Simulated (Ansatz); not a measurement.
**Si8Mo3 (slab): density, localisation and related maps**

```xyz
11
Lattice="3.2168 0.0000 0.0000 -1.6084 4.2524 0.0000 0.0000 0.0000 24.9157" Properties=species:S:1:pos:R:3 pbc="T T T"
Si    1.6084    1.8102    7.5001
Si    0.0000    3.6590    8.4821
Mo    0.0000    1.2167    9.4799
Si    1.6084    3.0269   10.4778
Si    1.6084    0.6233   11.4600
Mo    0.0000    2.4335   12.4578
Si    1.6084    4.2436   13.4557
Si    1.6084    1.8400   14.4379
Mo    0.0000    3.6502   15.4358
Si    0.0000    1.2079   16.4336
Si    1.6084    3.0567   17.4156
```

Not relaxed (largest force 0.8 eV/Å); computed without spin polarisation.

The calculation used DFT PBE, scalar-relativistic, plane waves, PAW in Ansatz.

Core electrons are frozen (PAW), and the valence fields are smoothed inside the atomic spheres.

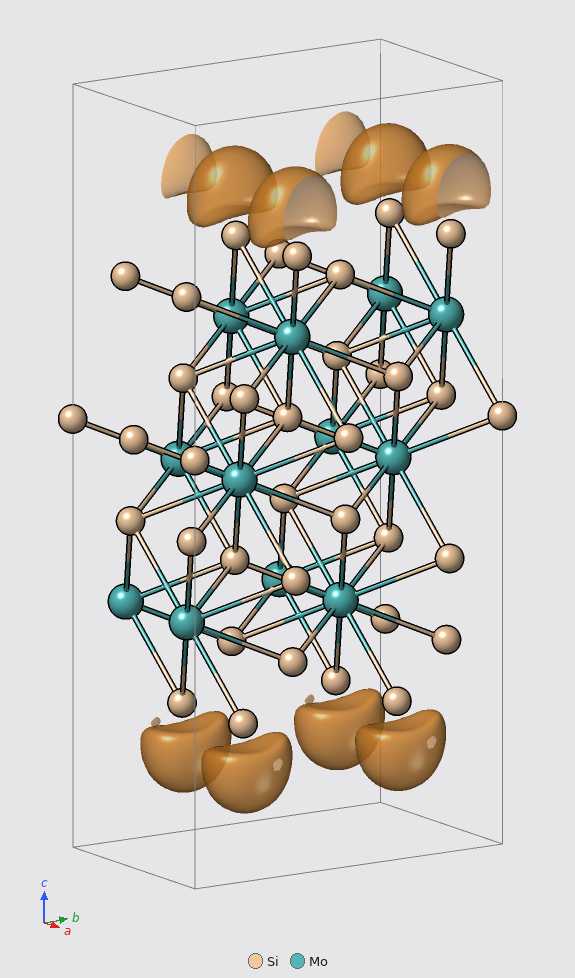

Figure 1. Isosurface of the ELF at 0.85 (orange), seen slightly off an axis. Core shells and regions of very low density are left out. Sticks mark near contacts.

**Where are the electrons localised?**

The ELF exceeds this value in two lobes on Si, pointing away from the bonds (lone pairs), counted in one cell of 11 atoms. Counts are for one cell; the picture repeats the cell along the surface. Along the contacts the grid gives the following. Si–Mo (2.62 Å): the ELF peaks at about 0.70 in the valence shell of Si, 0.9 Å from its nucleus, and is about 0.45 at the midpoint.

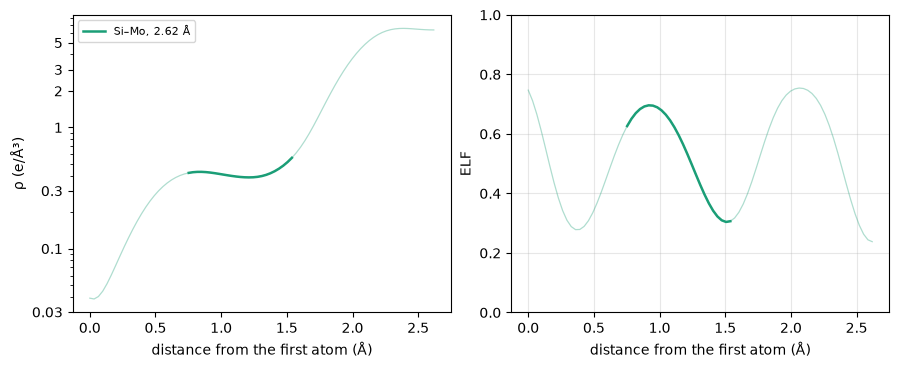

Figure 2. Valence pseudo-density and electron localisation function along straight lines between neighbouring atoms. Thin, pale parts lie inside the atomic spheres.

**What can be read from the curves?**

Si–Mo (2.62 Å): ρ is about 0.4 e/Å³ halfway; the ELF peaks at about 0.70 in the valence shell of Si, 0.9 Å from its nucleus, and is about 0.45 at the midpoint.

**Does the calculation make it a metal, or give it a gap?**

It is gapless in this calculation (a metal or semimetal).
